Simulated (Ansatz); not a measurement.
**PtSe2: density, localisation and related maps**

```xyz
6
Lattice="5.3482 0.0000 0.0000 0.0000 -7.5896 0.0000 0.0000 0.0000 -3.9501" Properties=species:S:1:pos:R:3 pbc="T T T"
Pt    0.0000    0.0000   -1.7365
Pt    2.6741   -3.7948   -1.7365
Se    1.3371   -5.6922   -2.5604
Se    4.0112   -1.8974   -2.5604
Se    1.3371   -1.8974   -2.5604
Se    4.0112   -5.6922   -2.5604
```

Space group Cmm2; a structure generated by program, which may or may not match a known phase.

The calculation used DFT PBE, scalar-relativistic, plane waves, PAW (Ansatz).

Core electrons are frozen (PAW), and the valence fields are smoothed inside the atomic spheres.

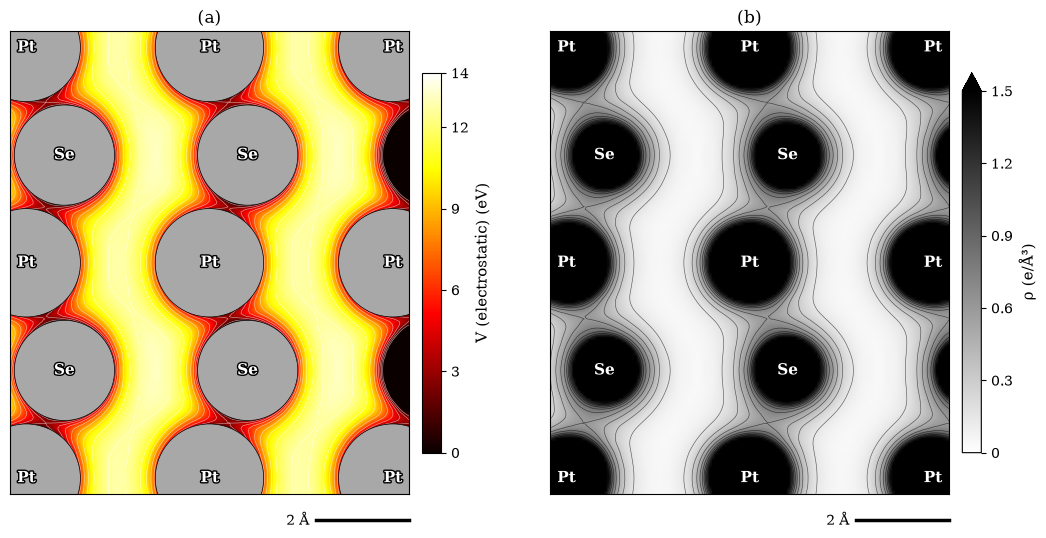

Figure 1. (a) electrostatic potential (local pseudopotential plus Hartree) felt by an electron; (b) valence charge density (pseudo) on the (110) plane of the conventional cell. Grey discs cover the atomic cores in the potential map.

> Describe what can be read from this map.

- The section cuts through Pt and Se sites.
- Pt–Se (2.46 Å): ρ at the midpoint is about 0.6 e/Å³.
- Between the atoms the lowest density in this plane is 0.04 e/Å³.
- Outside the cores the potential energy rises away from the atoms and is highest about 2.0 Å from the nearest atoms; its zero is arbitrary.

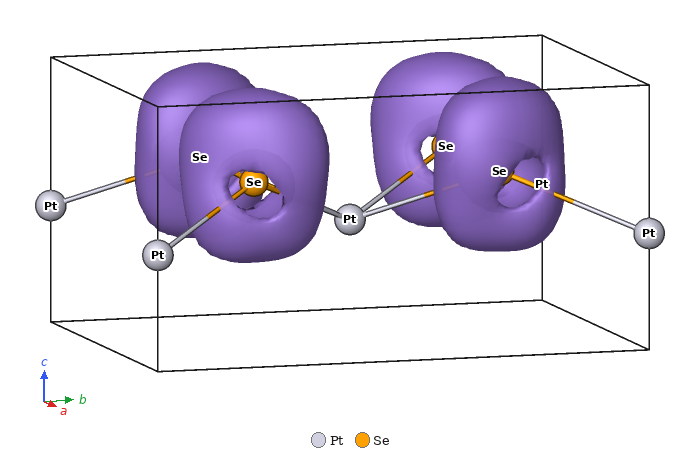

Figure 2. Isosurface of the ELF at 0.7 (purple), seen slightly off an axis. Only the valence region is drawn (cores and ρ < 0.01 e/Å³ removed). Sticks mark near contacts.

> What do the ELF domains correspond to?

The surface consists of four regions wrapped around Se (the valence shell of each), counted in one cell of 6 atoms. Regions shared between cells count once. Along the contacts the grid gives the following. Pt–Se (2.46 Å): the ELF is about 0.40 at the midpoint. Se–Se (2.67 Å): the ELF is about 0.40 at the midpoint.

> What Bader charges does the calculation give?

Very little charge moves. Bader charges: Pt −0.02 and Se +0.01 e.

> Does the calculation make it a metal, or give it a gap?

It is gapless in this calculation (a metal or semimetal); semilocal functionals without U, or without the true magnetic order, often close the gap of such compounds.
